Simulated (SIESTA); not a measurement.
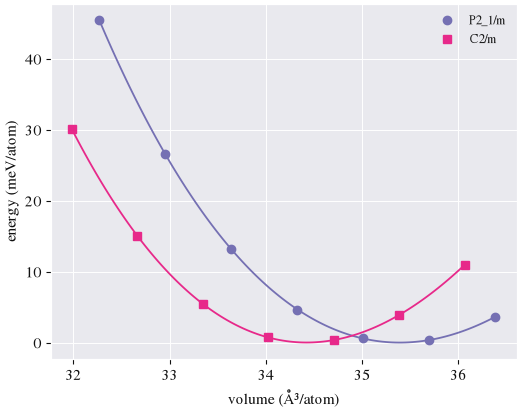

How it was computed, with SIESTA 5.4.2: DFT in numerical atomic orbitals with pseudopotentials, no spin polarisation; energies at scaled volumes of the given cell, shape and fractions fixed, counted from the fit's minimum, third-order Birch-Murnaghan fit. Level: PBE.

occupations Fermi–Dirac; smearing width 0.05 eV; potentials PseudoDojo 0.4 standard, converted to PSML, two zetas on semicore shells.

**Figure.** Energy against volume, with one curve for each structure, for Bi. Each energy curve has its own zero, so the curves don't rank the structures.

Settings that differ: P2_1/m: k mesh 6×6×4; C2/m: k mesh 6×6×9.

The fitted equilibrium volumes, smallest first, are C2/m 34.424, P2_1/m 35.392 Å³/atom. The fitted bulk moduli, smallest first, are P2_1/m 44.1, C2/m 48.7 GPa.

Limits of the calculation: mulliken charges of long orbitals; spin-orbit coupling left out, heavy elements; shape and atomic fractions are frozen while scaling, which makes layered, chain and framework solids too stiff.
